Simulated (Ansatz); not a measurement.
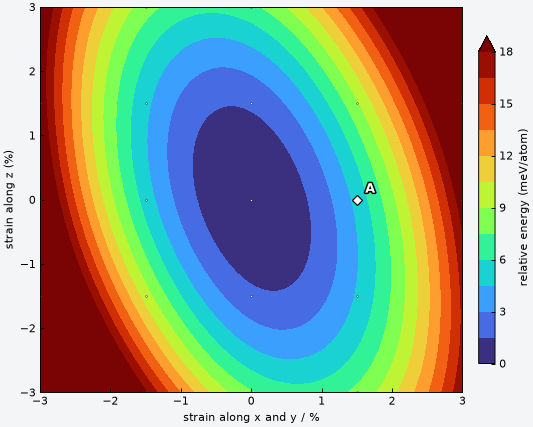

P (Cmce, No. 64; 4 atoms in the cell). The cell is strained homogeneously, by one strain along x and y and another along z, with fractional coordinates fixed (x along [1 0 0], z along [0 0 1] of the conventional cell). Coordinates scanned: (1) strain along x and y; (2) strain along z. Grid: 5 × 5 points. All energies are given in meV/atom relative to the lowest grid point. Computed with Ansatz 0.2.0, DFT PBE, scalar-relativistic, plane waves, PAW. Settings: cutoff 420 eV, k-mesh 10×10×8 in the order of the run's cell vectors, gaussian smearing 0.03 eV, no spin polarisation.

The picture shows filled contours, dots at the grid points, one colour for all values above the top of the scale, the point A. Between grid points the surface is interpolated.

**Is A at rest? If not, where is it pushed?**

A, at strain along x and y = 1.5 %, strain along z = 0.0 %, is not a stationary point. The computed force is 6.5 meV/atom for each 1 % towards smaller values of strain along x and y and 1.4 meV/atom for each 1 % towards smaller values of strain along z.
